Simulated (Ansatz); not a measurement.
## C: single-point calculation

The run: single-point calculation of C (slab, 12 atoms in the cell). Method and program: DFT LDA, scalar-relativistic, plane waves, PAW, PAW set soft_1, no spin polarisation (Ansatz 0.2.0).

The structure derives from a Materials Project entry. Figures and captions count atoms from 1; the log counts them from 0 in places.

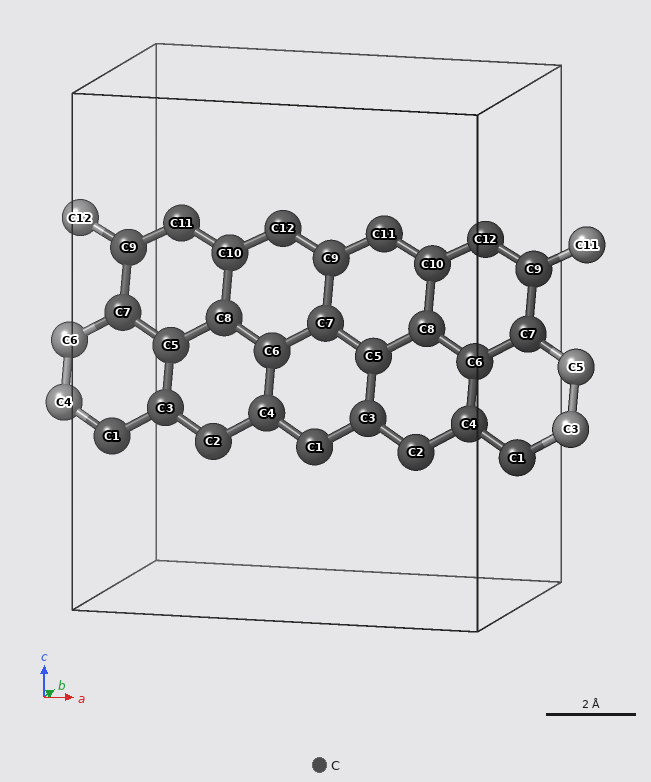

Fig. 1: The input geometry (ball-and-stick view of the 2 repeat of the cell, with the vacuum cut short, seen slightly off an axis; neighbours outside the cell are drawn fainter; atoms are numbered from 1 in the order of the input).

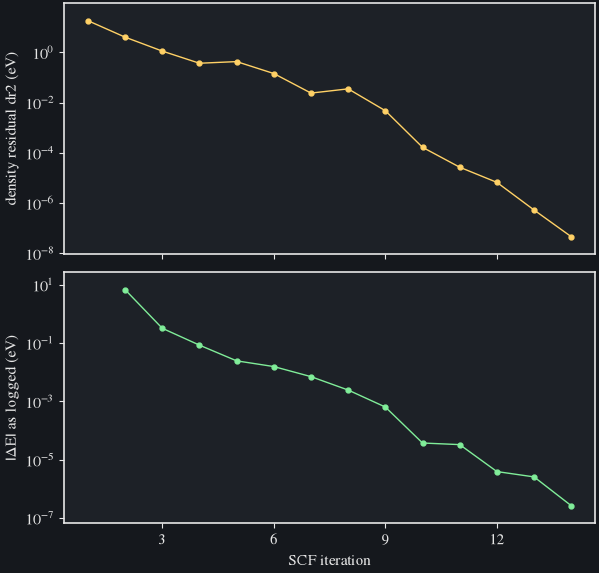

Fig. 2: Convergence of the self-consistent field: density residual dr2 and size of the energy change against the SCF iteration. The residual falls almost steadily, with no more than small rises.

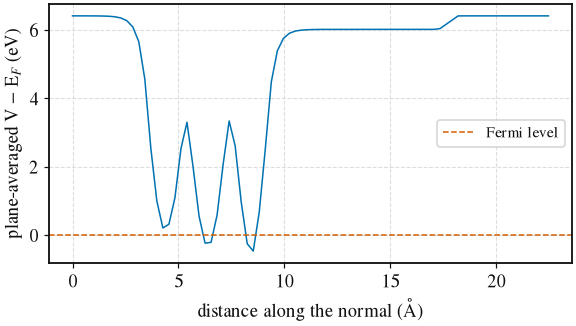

Fig. 3: Plane average of the electrostatic potential energy of an electron across the cell, from the Fermi level. The vacuum level lies 6.02 eV above the Fermi level on the upper side and 6.41 eV on the lower.

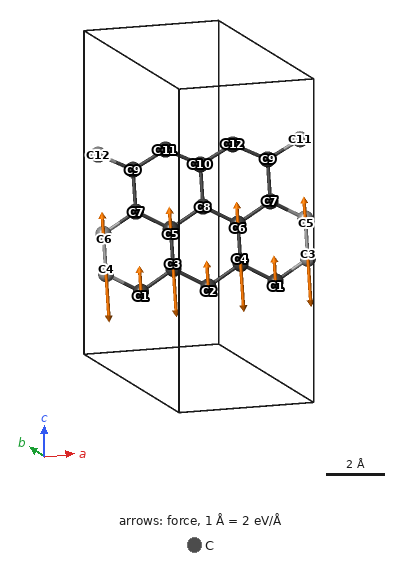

Fig. 4: Forces on the atoms as orange arrows (ball-and-stick view of the cell of the calculation, with the vacuum cut short, seen slightly off an axis; neighbours outside the cell are drawn fainter; atoms are numbered from 1 in the order of the input); the smallest are left out. The largest act on C3, C4 (3.40 eV/Å); C1, C2 (1.83 eV/Å); C5, C6 (1.55 eV/Å). The geometry is not a stationary point of this energy.

The input that produced these results follows, with the program's output.

Input:
```yaml
crystal:
  lattice:
    - [4.8889075235, 0.0, 0.0]
    - [-1.2222268809, 8.7842777898, 0.0]
    - [0.0, 0.0, 22.747299925]
  atoms:
    - { symbol: C, position: [0.0193593843, 0.077437537, 0.1758450459] }
    - { symbol: C, position: [0.5193593842, 0.077437537, 0.1758450459] }
    - { symbol: C, position: [0.2741992303, 0.0967969212, 0.2059521363] }
    - { symbol: C, position: [0.7741992303, 0.0967969212, 0.2059521363] }
    - { symbol: C, position: [0.2838789224, 0.1355156897, 0.2661663168] }
    - { symbol: C, position: [0.7838789224, 0.1355156897, 0.2661663168] }
    - { symbol: C, position: [0.0386178296, 0.1544718076, 0.2954947895] }
    - { symbol: C, position: [0.5386178296, 0.1544718076, 0.2954947895] }
    - { symbol: C, position: [0.0488209147, 0.1952857701, 0.3583563417] }
    - { symbol: C, position: [0.5488209147, 0.1952857701, 0.3583563417] }
    - { symbol: C, position: [0.303107991, 0.212432538, 0.3845423393] }
    - { symbol: C, position: [0.803107991, 0.212432538, 0.3845423393] }
basis:
  ecutwfc: 420
kpoints:
  mp_grid: { grid: [6, 3, 1] }
hamiltonian:
  xc: lda
  pseudopotentials: { kind: paw, azcp: { folder: soft_1 } }
scf:
  occupations: { method: gaussian, width: 0.1 }
output:
  forces: true
  eigenvalues: true
efield:
  axis: 3
  dipole_correction: true
  ramp_width: 0.04
```

Command:
```bash
ansatz run input.yaml --threads 1 --pin off --max-ram 3072MiB --backend cpu --events-out ev --progress --plain --runs-dir out
```

What the program printed:
```
Warning: [file] the record states the generating functional pbe (its physics header spells it `PBE`), which answers neither for hamiltonian.xc's functional nor for the lda family's — results may be inconsistent (PPs are generated against a specific XC)
Engine: ansatz 0.2.0, aarch64-unknown-linux-gnu
Pseudopotentials: kind: paw
Pseudopotential: C, paw, valence charge 4, recommended cutoff 420 eV (normal), [file]
Functional definition: SPW92
  exchange = slater_x
  correlation = pw_c
Crystal: 12 atoms, lattice volume = 976.895 Å³
Basis set: ecut = 420 eV, 19053 PW (Γ)
Bands: 36, of which v1, the nominal top of the filled ones, is band 24 counted from 1 (23 counted from 0)
Symmetry: 2 space group operations
Space group: Cm (ITA 8), of the structure as read, at distance tolerance 9.9e-5 Å
k-points: 10 of 18 (time reversal used)
Non-local potential: C, projectors of the file, l = 0: 2, l = 1: 2, l = 2: 1
PAW form: soft (Blöchl's): semilocal exchange-correlation on the pseudo side does not see the compensation charge
PAW frozen core: C, regenerated for the run's functional, and the local potential with it (the file was generated under x = pbe(κ = 0.804, μ = 0.2195149727645171), c = pbe(β = 0.06672455060314922))
PAW one-centre angular grid: C, 110 points (default); XC on 64 Gauss nodes
Initial density: superposition of atomic densities (neutral atoms: chi_scale 0, normalization atom)
Initial wavefunctions: pseudopotential atomic-orbital guess
Functional: x = slater, c = lda
SCF iter   1: F=—  HF=-2908.756350 eV  |F-HF|=—  |Δ(HF+E_count)|=         —  Δρ=4.28e-2  dr2=1.82e1  ethr=3.10e-3  p=0.000 e·Å  D=1.45e-7 V/Å  ΔV_dip=-0.00 eV  dr2_dipole=4.44e-1  V_vac-E_F(+/−)=8.83/8.83 eV  ⟨swp⟩=10.2  Hψ=2240  notcnv=0  defer=25
efield: sawtooth ramp at fractional position 0.7602 (placed from the atoms, in the widest stretch of the axis that holds none; the zero of the levels goes with the place), width 0.0400; the density the first Hamiltonian is built on has a dipole p = 0.000 e·Å; the dipole correction subtracts the counter field D = 1.45e-7 V/Å, which shifts the + side's vacuum level by -0.00 eV against the − side's; the planar-averaged density in the ramp window peaks in size at 2.1e-7 e/Å³
preconditioner: auto → LDOS  [insulator: Δε(μ)=0.127 eV  Ē_g=13.482 eV  σ=0.100 eV  W_gap=0.63  n_scr=76 (ndim 8)  ℏωp=8.0 eV  f_vac=0.796  D(μ)=10.13/eV (n_scr^D=32)  ε∞_Penn≈1.4  β→1.0]
SCF iter   2: F=—  HF=-2901.986853 eV  |F-HF|=—  |Δ(HF+E_count)|=    6.77e0  Δρ=1.37e-2  dr2=4.02e0  ethr=3.10e-3  p=0.108 e·Å  D=2.01e-2 V/Å  ΔV_dip=-0.46 eV  dr2_dipole=3.17e-1  V_vac-E_F(+/−)=6.65/7.11 eV  ⟨swp⟩=5.5  Hψ=1205  notcnv=0  defer=40
SCF iter   3: F=—  HF=-2901.666275 eV  |F-HF|=—  |Δ(HF+E_count)|=   3.21e-1  Δρ=5.16e-3  dr2=1.12e0  ethr=3.10e-3  p=0.067 e·Å  D=1.24e-2 V/Å  ΔV_dip=-0.28 eV  dr2_dipole=1.30e-1  V_vac-E_F(+/−)=6.70/6.98 eV  ⟨swp⟩=3.8  Hψ=756  notcnv=0  defer=38
SCF iter   4: F=—  HF=-2901.581513 eV  |F-HF|=—  |Δ(HF+E_count)|=   8.48e-2  Δρ=3.78e-3  dr2=3.67e-1  ethr=2.33e-3  p=0.095 e·Å  D=1.75e-2 V/Å  ΔV_dip=-0.40 eV  dr2_dipole=4.42e-2  V_vac-E_F(+/−)=6.36/6.76 eV  ⟨swp⟩=2.7  Hψ=402  notcnv=0  defer=37
SCF iter   5: F=—  HF=-2901.557053 eV  |F-HF|=—  |Δ(HF+E_count)|=   2.45e-2  Δρ=3.45e-3  dr2=4.27e-1  ethr=7.65e-4  p=0.098 e·Å  D=1.82e-2 V/Å  ΔV_dip=-0.41 eV  dr2_dipole=6.87e-2  V_vac-E_F(+/−)=6.16/6.58 eV  ⟨swp⟩=3.3  Hψ=504  notcnv=0  defer=34
SCF iter   6: F=—  HF=-2901.541464 eV  |F-HF|=—  |Δ(HF+E_count)|=   1.56e-2  Δρ=2.06e-3  dr2=1.43e-1  ethr=7.65e-4  p=0.095 e·Å  D=1.77e-2 V/Å  ΔV_dip=-0.40 eV  dr2_dipole=2.39e-2  V_vac-E_F(+/−)=6.04/6.45 eV  ⟨swp⟩=2.4  Hψ=369  notcnv=0  defer=35
SCF iter   7: F=—  HF=-2901.534421 eV  |F-HF|=—  |Δ(HF+E_count)|=   7.04e-3  Δρ=1.06e-3  dr2=2.38e-2  ethr=2.97e-4  p=0.092 e·Å  D=1.70e-2 V/Å  ΔV_dip=-0.39 eV  dr2_dipole=2.23e-3  V_vac-E_F(+/−)=5.99/6.38 eV  ⟨swp⟩=2.4  Hψ=481  notcnv=0  defer=35
SCF iter   8: F=—  HF=-2901.531985 eV  |F-HF|=—  |Δ(HF+E_count)|=   2.44e-3  Δρ=9.29e-4  dr2=3.51e-2  ethr=4.95e-5  p=0.090 e·Å  D=1.68e-2 V/Å  ΔV_dip=-0.38 eV  dr2_dipole=6.96e-3  V_vac-E_F(+/−)=5.99/6.37 eV  ⟨swp⟩=2.6  Hψ=574  notcnv=0  defer=35
SCF iter   9: F=—  HF=-2901.531347 eV  |F-HF|=—  |Δ(HF+E_count)|=   6.38e-4  Δρ=3.84e-4  dr2=4.72e-3  ethr=4.95e-5  p=0.093 e·Å  D=1.72e-2 V/Å  ΔV_dip=-0.39 eV  dr2_dipole=8.11e-4  V_vac-E_F(+/−)=5.99/6.38 eV  ⟨swp⟩=1.0  Hψ=353  notcnv=0  defer=35
SCF iter  10: F=—  HF=-2901.531384 eV  |F-HF|=—  |Δ(HF+E_count)|=   3.72e-5  Δρ=1.08e-4  dr2=1.65e-4  ethr=9.83e-6  p=0.094 e·Å  D=1.74e-2 V/Å  ΔV_dip=-0.40 eV  dr2_dipole=6.15e-6  V_vac-E_F(+/−)=6.00/6.40 eV  ⟨swp⟩=1.0  Hψ=325  notcnv=0  defer=35
SCF iter  11: F=—  HF=-2901.531417 eV  |F-HF|=—  |Δ(HF+E_count)|=   3.28e-5  Δρ=4.46e-5  dr2=2.66e-5  ethr=3.44e-7  p=0.094 e·Å  D=1.74e-2 V/Å  ΔV_dip=-0.40 eV  dr2_dipole=2.59e-6  V_vac-E_F(+/−)=6.01/6.41 eV  ⟨swp⟩=2.5  Hψ=546  notcnv=0  defer=35
SCF iter  12: F=—  HF=-2901.531413 eV  |F-HF|=—  |Δ(HF+E_count)|=   3.90e-6  Δρ=1.97e-5  dr2=6.63e-6  ethr=5.55e-8  p=0.094 e·Å  D=1.74e-2 V/Å  ΔV_dip=-0.40 eV  dr2_dipole=6.50e-7  V_vac-E_F(+/−)=6.01/6.41 eV  ⟨swp⟩=2.4  Hψ=527  notcnv=0  defer=35
SCF iter  13: F=—  HF=-2901.531415 eV  |F-HF|=—  |Δ(HF+E_count)|=   2.56e-6  Δρ=4.39e-6  dr2=5.25e-7  ethr=1.38e-8  p=0.094 e·Å  D=1.74e-2 V/Å  ΔV_dip=-0.40 eV  dr2_dipole=7.01e-8  V_vac-E_F(+/−)=6.02/6.41 eV  ⟨swp⟩=1.1  Hψ=326  notcnv=0  defer=35
SCF iter  14: F=-2901.531416 eV  HF=-2901.531416 eV  |F-HF|=6.46e-9  |Δ(HF+E_count)|=   2.63e-7  Δρ=1.52e-6  dr2=4.55e-8  ethr=2.08e-10  p=0.094 e·Å  D=1.74e-2 V/Å  ΔV_dip=-0.40 eV  dr2_dipole=4.83e-9  V_vac-E_F(+/−)=6.02/6.41 eV  ⟨swp⟩=28.9  Hψ=3171  notcnv=0
SCF 1 converged in 14 iterations: F = -2901.531416 eV  dr2 = 4.55e-8
  greatest PAW one-centre occupation: 0.694 electrons in one spin orbital (limit 2), on the C atom at site 11 (counted from 0), in its partial waves of l = 0
SCF converged after 14 iterations
Free energy (F): -2901.531416 eV
Harris-Foulkes:  -2901.531416 eV  (|F-HF|=6.46e-9)
Internal energy: -2901.471379 eV  (E = F + TS)
E sigma→0 (E₀):  -2901.501397 eV
Entropy (-TS):   -0.060037 eV (-5.003 meV/atom)
Fermi energy:    -4.728053 eV
Dipole field:    D = 0.017399 V/Å  (p = 0.093930 e·Å, saw-weighted, corrected)
Work function:   Φ+ = 6.0166 eV   Φ− = 6.4124 eV
Levels:          The Fermi level and band energies are counted from a zero that moves with the ramp; work functions are not
--- Per-component energies (eV) ---
  E_band       = -614.591162
  E_kinetic    = 1043.107855
  E_local      = -15984.306891  (includes V_loc(G=0)·N_el)
  E_nonlocal   = 300.314303
  E_hartree    = 7403.013956
  E_xc         = -548.559137
  E_vxc        = -677.559243  (∫ρ·V_xc dr)
  E_paw        = -1109.872564  (= ΣΔE_a)
  E_vpaw       = -102.165003  (= ΣTr[D̂ρ^β])
  E_aug_tail   = 0.000152  (compensation charges beyond the density's cutoff)
  E_efield     = 0.000817  (sawtooth field / dipole correction)
  E_vefield    = -0.014814  (∫n·V_field dr)
  E_ewald      = 5994.076140
  E_core_change = 0.753990  (= ΣΔE_core)
  E_smearing   = -0.060037  (= −TS)
  E_closure    = 0.000000  (closes the sum)
  Σ components = -2901.531416   (vs F -2901.531416, Δ=0.00e0)
--- Forces (eV/Å), atoms counted from 1 ---
  atom   1  C      0.00001597     0.43553196     1.77864846
  atom   2  C      0.00001597     0.43553196     1.77864846
  atom   3  C     -0.00001649    -0.81794780    -3.29780921
  atom   4  C     -0.00001649    -0.81794780    -3.29780921
  atom   5  C     -0.00001447     0.37940648     1.50692959
  atom   6  C     -0.00001447     0.37940648     1.50692959
  atom   7  C     -0.00000654     0.00180371     0.01043539
  atom   8  C     -0.00000654     0.00180371     0.01043539
  atom   9  C      0.00013749    -0.00018496    -0.01108060
  atom  10  C      0.00013749    -0.00018496    -0.01108060
  atom  11  C     -0.00012217     0.00134869     0.01328865
  atom  12  C     -0.00012217     0.00134869     0.01328865
  max |Σ_I F_I| component: 8.25e-4 eV/Å
--- Band table (eV; the first three rows and the last of 10) ---
  k-point 0: bands = ["-23.4361", "-21.7154", "-19.2708", "-19.2171", "-19.1724", "-17.5879", "-17.4112", "-15.5159", "-15.5139", "-15.0037", "-11.9817", "-11.8270", "-11.6178", "-10.9337", "-10.7799", "-9.8696", "-9.5722", "-8.0501", "-7.8176", "-6.9372", "-6.8752", "-5.1364", "-5.0970", "-4.9641", "-4.2621", "-4.1505", "-3.8646", "-2.3785", "-1.8987", "-0.8482", "-0.3125", "0.8214", "1.3007", "1.6618", "1.8573", "1.9016"]
  k-point 1: bands = ["-23.4362", "-21.7154", "-19.2708", "-19.2170", "-19.1724", "-17.5879", "-17.4112", "-15.5158", "-15.5138", "-15.0038", "-11.9817", "-11.8269", "-11.6179", "-10.9338", "-10.7799", "-9.8697", "-9.5723", "-8.0501", "-7.8177", "-6.9372", "-6.8752", "-5.1363", "-5.0968", "-4.9641", "-4.2621", "-4.1498", "-3.8646", "-2.3785", "-1.8987", "-0.8506", "-0.0406", "0.8186", "1.0952", "1.5072", "1.6801", "2.0368"]
  k-point 2: bands = ["-23.3139", "-21.5975", "-20.4393", "-19.1645", "-18.8809", "-17.5894", "-16.6428", "-16.1171", "-14.9160", "-14.2191", "-12.6302", "-11.4671", "-11.2800", "-11.2667", "-10.9222", "-10.0488", "-9.7207", "-8.5338", "-8.0875", "-7.6658", "-6.7144", "-5.2146", "-5.0068", "-4.8006", "-4.3723", "-4.2001", "-3.9512", "-2.0698", "-0.8959", "-0.5547", "-0.1402", "0.9992", "1.4721", "1.7625", "2.0251", "2.0722"]
  k-point 9: bands = ["-22.3418", "-22.3418", "-20.6617", "-20.6617", "-18.3173", "-18.3173", "-14.6955", "-14.6955", "-13.6816", "-13.6816", "-12.8821", "-12.8821", "-11.2864", "-11.2863", "-10.6682", "-10.6681", "-10.2829", "-10.2828", "-8.5612", "-8.5612", "-6.4697", "-6.4696", "-4.7821", "-4.7820", "-4.6845", "-4.6844", "-1.7651", "-1.7650", "0.9327", "0.9389", "1.3080", "1.6461", "2.1273", "2.4222", "2.7578", "2.7970"]
```

Results in brief:

- outcome: converged
- electrons treated: 48
- free energy: −2901.5314 eV
- work function, top face: 6.02 eV
- work function, bottom face: 6.41 eV
- Fermi energy: −4.728 eV
- gap on the k-point mesh: 0.10 eV
- work function (upper face): 6.02 eV
- largest force (length of the vector): 3.398 eV/Å
- hardware: 1 thread of Arm Neoverse N1, 98 GiB of memory available, shared host
- wall time: 76 s
- peak memory: 0.74 GiB

Remarks:

The program warns: the PAW datasets were made with another functional.
